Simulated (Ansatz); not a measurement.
## Zn86Mg10O96: single-point calculation (part 4 of 4)

Continued. System: Zn86Mg10O96 (192 atoms in the cell). Method: DFT, HSE06 with spin-orbit coupling, PAW, plane waves (Ansatz 0.2.0); cutoff 420 eV, 1×1×1 k-mesh, Fermi–Dirac smearing of 0.01 eV. The structure was built on a prototype by a generator; it need not be a known phase.

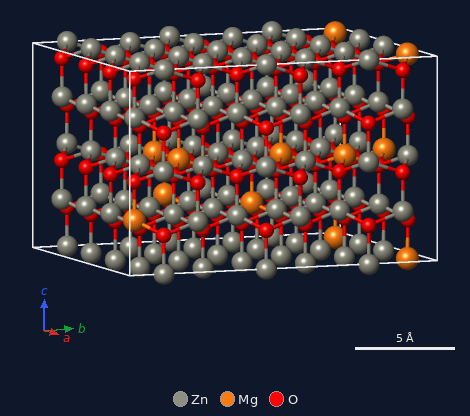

**Figure 1.** The structure (ball-and-stick view of the cell of the calculation, seen slightly off an axis).

What the program printed, continued
```
--- Forces (eV/Å), atoms counted from 1 ---
  atom   1  Zn    -0.00400325    -0.00974360    -0.01540676
  atom   2  Zn     0.00074487    -0.02625227    -0.01221583
  atom   3  Zn    -0.02080315     0.00982661     0.00107570
  atom   4  Zn    -0.00255638    -0.00146258    -0.01092815
  atom   5  Zn    -0.00126989    -0.00705884    -0.01453109
  atom   6  Zn     0.00094897    -0.00723327    -0.01247212
  atom   7  Zn     0.02610373     0.01483705    -0.01169591
  atom   8  Zn    -0.00697485    -0.00884403    -0.01826922
  atom   9  Zn     0.00098534    -0.00132695    -0.01421671
  atom  10  Zn     0.01148445     0.00290720    -0.00586093
  atom  11  Zn     0.00004509    -0.00179327    -0.01001675
  atom  12  Zn     0.00325692    -0.03573703    -0.01196963
  atom  13  Zn    -0.00069789     0.00452916    -0.01906305
  atom  14  Zn    -0.00339863     0.01679851    -0.02303794
  atom  15  Zn     0.00151932    -0.01536507    -0.02356764
  atom  16  Zn    -0.01413421    -0.02182963     0.00186132
  atom  17  Zn     0.00011732     0.00932005    -0.02074163
  atom  18  Zn    -0.00847373    -0.00606946     0.00215430
  atom  19  Zn    -0.00220767    -0.00375937    -0.01085088
  atom  20  Zn     0.00008708    -0.00310295    -0.01317246
  atom  21  Zn     0.00100414    -0.00785966    -0.01002745
  atom  22  Zn     0.01142043    -0.01415665    -0.01907253
  atom  23  Zn     0.00169521     0.00864679    -0.02031813
  atom  24  Zn    -0.00236697    -0.02559010    -0.01617708
  atom  25  Zn    -0.00286256     0.01367977    -0.01086983
  atom  26  Zn     0.00971744    -0.00662003    -0.01788166
  atom  27  Zn     0.01044601    -0.00979334    -0.00389999
  atom  28  Zn     0.00253443     0.00963957    -0.02194945
  atom  29  Zn    -0.00796175    -0.00881919    -0.02097243
  atom  30  Zn     0.00991787    -0.00090721    -0.00411809
  atom  31  Zn     0.00234437    -0.00464197    -0.01237501
  atom  32  Zn     0.00813544    -0.01385746    -0.02124965
  atom  33  Zn    -0.01319278     0.00124476    -0.01655537
  atom  34  Zn     0.00483539    -0.01252701    -0.00448810
  atom  35  Zn    -0.00212613    -0.00100729    -0.01259797
  atom  36  Zn    -0.01796635     0.00005593    -0.00849553
  atom  37  Zn     0.01245993    -0.00808308    -0.01946791
  atom  38  Zn     0.00503285    -0.00993031    -0.01098792
  atom  39  Zn    -0.01154660    -0.00039433    -0.02533735
  atom  40  Zn     0.01475609     0.00184815    -0.01474684
  atom  41  Zn    -0.01044320    -0.01349625    -0.02268911
  atom  42  Zn    -0.01268173     0.00320110    -0.01594845
  atom  43  Zn     0.00897145    -0.01426334    -0.01949488
  atom  44  Zn    -0.03376044    -0.01570995    -0.02067316
  atom  45  Zn     0.02424584     0.00683674    -0.02966285
  atom  46  Zn     0.01033704     0.01066461    -0.01753690
  atom  47  Zn    -0.01620116    -0.01668441    -0.00228873
  atom  48  Zn     0.01016959    -0.00164679    -0.00196607
  atom  49  Zn     0.01173992    -0.00425429    -0.00505887
  atom  50  Zn     0.00372558     0.00696179    -0.01273846
  atom  51  Zn    -0.00071540     0.03009297    -0.01531785
  atom  52  Zn    -0.00901463     0.01264365    -0.01890432
  atom  53  Zn     0.01522005    -0.00291470    -0.01606359
  atom  54  Zn    -0.00898923    -0.01346212     0.01525297
  atom  55  Zn    -0.00362389     0.00327290    -0.01416736
  atom  56  Zn    -0.00449898     0.00686672    -0.01401402
  atom  57  Zn     0.00088680     0.00384920    -0.01191415
  atom  58  Zn    -0.01840010    -0.00288647    -0.01610029
  atom  59  Zn     0.00282143     0.00020617    -0.01242858
  atom  60  Zn    -0.00206468     0.00294835    -0.01099203
  atom  61  Zn    -0.00249309     0.00520377    -0.00587700
  atom  62  Zn     0.00386082    -0.01148564     0.00586399
  atom  63  Zn    -0.01169059     0.00163177    -0.00001639
  atom  64  Zn     0.00863884    -0.00966589    -0.00986078
  atom  65  Zn     0.00280201     0.00934694    -0.01654438
  atom  66  Zn     0.01114506    -0.02481880     0.00754736
  atom  67  Zn     0.00167690     0.02495160    -0.01554593
  atom  68  Zn    -0.01033124     0.02060727    -0.00966751
  atom  69  Zn     0.01544082    -0.00386565    -0.01650757
  atom  70  Zn    -0.00158047    -0.00411716    -0.01192210
  atom  71  Zn    -0.00814335    -0.00456842    -0.00351965
  atom  72  Zn     0.00169352     0.00292965    -0.01687322
  atom  73  Zn    -0.00304821     0.01801549    -0.00731064
  atom  74  Zn     0.00162223     0.01176845    -0.00877681
  atom  75  Zn    -0.00184232    -0.00350223     0.00361099
  atom  76  Zn     0.00200735     0.00590101    -0.01217050
  atom  77  Zn    -0.01495968    -0.00863010    -0.01860885
  atom  78  Zn     0.00368876    -0.00196320     0.01185424
  atom  79  Zn    -0.00248531    -0.00234759    -0.01155372
  atom  80  Zn     0.00651269     0.01285067    -0.00426077
  atom  81  Zn    -0.00410960     0.01198997    -0.00522322
  atom  82  Zn    -0.01370315     0.00680710     0.00614310
  atom  83  Zn     0.00253367     0.00195678    -0.01391752
  atom  84  Zn     0.01016633    -0.00815847    -0.00805332
  atom  85  Zn     0.00002814     0.01255504    -0.00847440
  atom  86  Zn     0.00562662    -0.00426083    -0.00672160
  atom  87  Mg    -0.00076944     0.00664555    -0.00631578
  atom  88  Mg     0.00139414     0.00676382    -0.03143437
  atom  89  Mg     0.02095523     0.02028779    -0.00519833
  atom  90  Mg     0.01877951     0.01796720     0.00081654
  atom  91  Mg    -0.01700043     0.01993231     0.00646870
  atom  92  Mg    -0.01692181     0.00985522     0.00449854
  atom  93  Mg     0.02884520     0.00500368    -0.01733341
  atom  94  Mg    -0.01780320    -0.02927125     0.01398239
  atom  95  Mg    -0.00693344    -0.02712248     0.00330038
  atom  96  Mg     0.02121377     0.03854223     0.00812213
  atom  97  O     -0.12349908    -0.07729368     0.06440653
  atom  98  O      0.00208752     0.00052434     0.01064275
  atom  99  O     -0.00561756     0.00504284     0.01354798
  atom 100  O     -0.00283692     0.00181909     0.01014408
  atom 101  O      0.00204114     0.14247994     0.05655675
  atom 102  O     -0.00010979    -0.00458110     0.01085767
  atom 103  O      0.12811777    -0.08189359     0.06258055
  atom 104  O     -0.00165471    -0.00279648     0.01148482
  atom 105  O      0.00589540     0.00510624     0.01375136
  atom 106  O      0.00026841     0.00398239     0.01063355
  atom 107  O      0.00475748    -0.00263983     0.00560995
  atom 108  O     -0.00452599    -0.00306662    -0.13263472
  atom 109  O     -0.12292829    -0.08268923     0.05968761
  atom 110  O      0.00340935    -0.00128769     0.01239210
  atom 111  O      0.00330127    -0.00310332     0.01090104
  atom 112  O      0.00056294     0.00192718     0.00969892
  atom 113  O     -0.00465928     0.00734896     0.00990599
  atom 114  O     -0.00219976     0.01123300     0.01043899
  atom 115  O      0.12227396    -0.07664803     0.06336938
  atom 116  O      0.00026906     0.00177924     0.01085988
  atom 117  O     -0.00493273    -0.00559016     0.00556225
  atom 118  O      0.00118022    -0.00290411    -0.13212513
  atom 119  O     -0.00322502     0.14949173     0.05883781
  atom 120  O     -0.00104050    -0.00335489     0.01259205
  atom 121  O      0.13128067    -0.08612262     0.06082490
  atom 122  O      0.00024332     0.00305436     0.01079895
  atom 123  O      0.00029811     0.00300316     0.01039493
  atom 124  O      0.00005918     0.00801408     0.00973007
  atom 125  O      0.00176777     0.00601092    -0.13079498
  atom 126  O     -0.00458175     0.00283610     0.00470456
  atom 127  O     -0.00200254    -0.00697766     0.00966933
  atom 128  O      0.00124433    -0.00295044     0.00935608
  atom 129  O     -0.00301486    -0.00005854     0.01221721
  atom 130  O     -0.00318382    -0.00131418     0.01015456
  atom 131  O     -0.12199254    -0.07325868     0.04584259
  atom 132  O     -0.00437116     0.00303205    -0.13684100
  atom 133  O      0.00170795     0.00144185     0.01000172
  atom 134  O      0.00263117     0.00250317     0.00943341
  atom 135  O      0.00068667     0.00451820     0.01277355
  atom 136  O     -0.00216866     0.00098490     0.00915151
  atom 137  O     -0.00279943     0.00125802     0.01100608
  atom 138  O     -0.00179295     0.00237276     0.00987162
  atom 139  O      0.00114514     0.00665387     0.00705283
  atom 140  O      0.00069609     0.01130180    -0.12919641
  atom 141  O      0.00739775     0.00442707     0.00426320
  atom 142  O      0.00353177     0.00592315    -0.13302788
  atom 143  O     -0.00689953     0.13574674    -0.07249360
  atom 144  O      0.00043141    -0.00046038     0.00573934
  atom 145  O     -0.00174861     0.00401379     0.01510121
  atom 146  O      0.00220124    -0.14481784     0.05244290
  atom 147  O      0.00048877    -0.00540421     0.01371083
  atom 148  O      0.00361025    -0.00557064     0.00920853
  atom 149  O     -0.00111919     0.00217789     0.00825917
  atom 150  O      0.00001477     0.00055208     0.01047591
  atom 151  O      0.13398233     0.07780210     0.06130547
  atom 152  O     -0.00592720    -0.00375312     0.01171376
  atom 153  O      0.00061417    -0.00685970    -0.13257954
  atom 154  O      0.00124010    -0.00422951     0.00700003
  atom 155  O     -0.00066387    -0.00336287     0.01205244
  atom 156  O     -0.00073521    -0.00344503     0.01003041
  atom 157  O      0.00680806    -0.15115430     0.05743156
  atom 158  O      0.00234969     0.00315370     0.01200003
  atom 159  O     -0.00116723     0.13556974     0.09857566
  atom 160  O      0.00007549    -0.00506223     0.01312978
  atom 161  O     -0.00434865    -0.14839729     0.05437941
  atom 162  O      0.00409913    -0.00007148     0.01232914
  atom 163  O      0.00530016    -0.00552552     0.01212351
  atom 164  O      0.00374993    -0.00238843     0.01022067
  atom 165  O     -0.00263715     0.00248675     0.01434247
  atom 166  O     -0.00034091     0.00793879     0.00848343
  atom 167  O     -0.00489334     0.00093022     0.01527190
  atom 168  O     -0.00595549     0.14453357     0.09875936
  atom 169  O     -0.00325536    -0.00213891    -0.13695907
  atom 170  O     -0.00396970    -0.13889361     0.03896226
  atom 171  O     -0.13489213     0.07387721     0.06002668
  atom 172  O      0.00115007    -0.00806124     0.01209559
  atom 173  O     -0.00015578    -0.14797814     0.05162828
  atom 174  O     -0.00655715    -0.00149643     0.01442945
  atom 175  O      0.11624145     0.07383840    -0.07334622
  atom 176  O     -0.00117826    -0.00274836     0.00811037
  atom 177  O      0.00280204    -0.00024201     0.01079644
  atom 178  O     -0.00004316     0.00021524     0.01025401
  atom 179  O      0.00250167     0.00225380     0.01491632
  atom 180  O     -0.13570021     0.08270520     0.06028013
  atom 181  O      0.00137450    -0.00551453     0.01050891
  atom 182  O      0.00096632    -0.00307998     0.01120609
  atom 183  O     -0.12601519     0.07338890     0.05804315
  atom 184  O     -0.00105250    -0.00126491     0.01045705
  atom 185  O      0.11030838    -0.05853160     0.09736902
  atom 186  O     -0.00034170     0.00373161     0.01367833
  atom 187  O      0.12571729     0.08579825     0.05651246
  atom 188  O     -0.00068617     0.00204588     0.01605966
  atom 189  O     -0.12474941     0.09048592     0.05900457
  atom 190  O     -0.00027322     0.00615078     0.01010367
  atom 191  O     -0.11378534    -0.06106742     0.09949746
  atom 192  O      0.13982577     0.08314528     0.06271277
  max |Σ_I F_I| component: 4.25e-3 eV/Å
--- Band table (eV) ---
  k-point 0: bands = ["-71.2983", "-71.2983", "-71.2945", "-71.2945", "-71.2874", "-71.2874", "-71.2870", "-71.2870", "-71.2863", "-71.2863", ... 1882 levels left out ..., "15.4781", "15.4781", "15.4934", "15.4934", "15.4974", "15.4974", "15.5123", "15.5123", "15.5611", "15.5611", "15.5864", "15.5864", "15.5917", "15.5917", "15.6582", "15.6582", "15.6828", "15.6828", "15.7249", "15.7249", "15.7341", "15.7341", "15.8929", "15.8929", "15.9286", "15.9286", "16.0171", "16.0171", "16.0250",
      "16.0250", "16.0386", "16.0386", "16.0426", "16.0426", "16.1185", "16.1185", "16.1354", "16.1354", "16.1832", "16.1832", "16.1929", "16.1929", "16.3046", "16.3046", "16.4201", "16.4201", "16.4577", "16.4577", "16.5619", "16.5619", "16.5695", "16.5695", "16.5727", "16.5727", "16.5834", "16.5834", "16.5944", "16.5944", "16.6109", "16.6109", "16.6257", "16.6257", "16.6389", "16.6389", "16.6817", "16.6817", "16.6877", "16.6877", "16.7429",
      "16.7429", "16.7538", "16.7538", "16.7640", "16.7640", "16.7762", "16.7762", "16.7862", "16.7862", "16.7949", "16.7949", "16.8057", "16.8057", "16.8085", "16.8085", "16.8346", "16.8346", "16.8462", "16.8462", "16.8611", "16.8611", "16.8722", "16.8722", "16.8953", "16.8953", "16.9060", "16.9060", "16.9110", "16.9110", "16.9169", "16.9169", "16.9354", "16.9354", "16.9515", "16.9515", "16.9603", "16.9603", "16.9699", "16.9699", "16.9821",
      "16.9821", "16.9853", "16.9853", "16.9974", "16.9974", "17.0169", "17.0169", "17.0264", "17.0264", "17.0374", "17.0374", "17.0460", "17.0460", "17.0566", "17.0566", "17.0899", "17.0899", "17.1004", "17.1004", "17.1513", "17.1513", "17.2122", "17.2122", "17.2277", "17.2277", "17.2527", "17.2527", "17.2678", "17.2678", "17.2940", "17.2940", "17.3401", "17.3401", "17.3560", "17.3560", "17.4069", "17.4069", "17.4228", "17.4228", "17.4332",
      "17.4332", "17.4484", "17.4484", "17.4551", "17.4551", "17.4688", "17.4688", "17.4722", "17.4722", "17.4921", "17.4921", "17.5740", "17.5740", "17.6395", "17.6395", "17.6586", "17.6586", "17.7157", "17.7157", "17.7353", "17.7353", "17.8287", "17.8287", "17.8475", "17.8475", "17.8661", "17.8661", "17.8862", "17.8862", "17.9256", "17.9256", "17.9559", "17.9559", "18.0106", "18.0106", "18.0180", "18.0180", "18.0864", "18.0864", "18.0946",
      "18.0946", "18.1393", "18.1393", "18.1797", "18.1797", "18.2093", "18.2093", "18.2388", "18.2388", "18.2865", "18.2865"]
--- Löwdin populations: 192 sites ---
  site symbol       q [e]
     0     Zn     10.5280
     1     Zn     10.5269
     2     Zn     10.5280
     3     Zn     10.5250
     4     Zn     10.5253
     5     Zn     10.5256
     6     Zn     10.5280
     7     Zn     10.5264
     8     Zn     10.5248
     9     Zn     10.5263
    10     Zn     10.5250
    11     Zn     10.5286
    12     Zn     10.5268
    13     Zn     10.5287
    14     Zn     10.5276
    15     Zn     10.5299
    16     Zn     10.5266
    17     Zn     10.5280
    18     Zn     10.5249
    19     Zn     10.5249
    20     Zn     10.5251
    21     Zn     10.5295
    22     Zn     10.5291
    23     Zn     10.5268
    24     Zn     10.5281
    25     Zn     10.5264
    26     Zn     10.5284
    27     Zn     10.5268
    28     Zn     10.5261
    29     Zn     10.5265
    30     Zn     10.5251
    31     Zn     10.5263
    32     Zn     10.5266
    33     Zn     10.5267
    34     Zn     10.5252
    35     Zn     10.5281
    36     Zn     10.5265
    37     Zn     10.5302
    38     Zn     10.5277
    39     Zn     10.5271
    40     Zn     10.5264
    41     Zn     10.5268
    42     Zn     10.5267
    43     Zn     10.5322
    44     Zn     10.5294
    45     Zn     10.5262
    46     Zn     10.5293
    47     Zn     10.5267
    48     Zn     10.5264
    49     Zn     10.5280
    50     Zn     10.5264
    51     Zn     10.5264
    52     Zn     10.5266
    53     Zn     10.5301
    54     Zn     10.5250
    55     Zn     10.5245
    56     Zn     10.5283
    57     Zn     10.5267
    58     Zn     10.5250
    59     Zn     10.5248
    60     Zn     10.5268
    61     Zn     10.5283
    62     Zn     10.5293
    63     Zn     10.5281
    64     Zn     10.5244
    65     Zn     10.5311
    66     Zn     10.5266
    67     Zn     10.5281
    68     Zn     10.5264
    69     Zn     10.5250
    70     Zn     10.5263
    71     Zn     10.5248
    72     Zn     10.5268
    73     Zn     10.5250
    74     Zn     10.5285
    75     Zn     10.5249
    76     Zn     10.5261
    77     Zn     10.5302
    78     Zn     10.5247
    79     Zn     10.5266
    80     Zn     10.5264
    81     Zn     10.5277
    82     Zn     10.5247
    83     Zn     10.5259
    84     Zn     10.5262
    85     Zn     10.5295
    86     Mg      8.4194
    87     Mg      8.4207
    88     Mg      8.4204
    89     Mg      8.4209
    90     Mg      8.4207
    91     Mg      8.4208
    92     Mg      8.4217
    93     Mg      8.4221
    94     Mg      8.4208
    95     Mg      8.4218
    96      O      7.3401
    97      O      7.3104
    98      O      7.3108
    99      O      7.3103
   100      O      7.3409
   101      O      7.3100
   102      O      7.3403
   103      O      7.3103
   104      O      7.3109
   105      O      7.3100
   106      O      7.3103
   107      O      7.3388
   108      O      7.3402
   109      O      7.3102
   110      O      7.3104
   111      O      7.3104
   112      O      7.3107
   113      O      7.3103
   114      O      7.3403
   115      O      7.3100
   116      O      7.3105
   117      O      7.3389
   118      O      7.3413
   119      O      7.3096
   120      O      7.3411
   121      O      7.3099
   122      O      7.3105
   123      O      7.3105
   124      O      7.3389
   125      O      7.3101
   126      O      7.3100
   127      O      7.3102
   128      O      7.3103
   129      O      7.3103
   130      O      7.3398
   131      O      7.3392
   132      O      7.3103
   133      O      7.3101
   134      O      7.3103
   135      O      7.3106
   136      O      7.3111
   137      O      7.3101
   138      O      7.3105
   139      O      7.3384
   140      O      7.3097
   141      O      7.3388
   142      O      7.3697
   143      O      7.3098
   144      O      7.3102
   145      O      7.3401
   146      O      7.3103
   147      O      7.3110
   148      O      7.3096
   149      O      7.3102
   150      O      7.3408
   151      O      7.3106
   152      O      7.3389
   153      O      7.3104
   154      O      7.3105
   155      O      7.3107
   156      O      7.3411
   157      O      7.3098
   158      O      7.3709
   159      O      7.3099
   160      O      7.3399
   161      O      7.3105
   162      O      7.3105
   163      O      7.3107
   164      O      7.3105
   165      O      7.3103
   166      O      7.3093
   167      O      7.3715
   168      O      7.3394
   169      O      7.3393
   170      O      7.3411
   171      O      7.3105
   172      O      7.3396
   173      O      7.3105
   174      O      7.3705
   175      O      7.3102
   176      O      7.3101
   177      O      7.3110
   178      O      7.3101
   179      O      7.3411
   180      O      7.3100
   181      O      7.3107
   182      O      7.3394
   183      O      7.3105
   184      O      7.3702
   185      O      7.3106
   186      O      7.3398
   187      O      7.3105
   188      O      7.3404
   189      O      7.3100
   190      O      7.3711
   191      O      7.3409
  spilling = 0.009070 (of n_electrons = 1708.000000)
```

Summary

```tsv
quantity	value
outcome	converged
space group (tolerance 0.01 Å)	P1 (1)
electrons treated	1708
free energy	−359152.2063 eV
Fermi energy	7.261 eV
largest force (length of the vector)	0.175 eV/Å
hardware	1 × NVIDIA GB300 Max-Q, 32 threads of Arm Neoverse-V2, 180 GiB of memory available, shared host
wall time	29 min (CPU time 4.7 h)
peak memory	54 GiB
```

The k-point mesh is coarse for a cell of this size, so the results may not be converged.
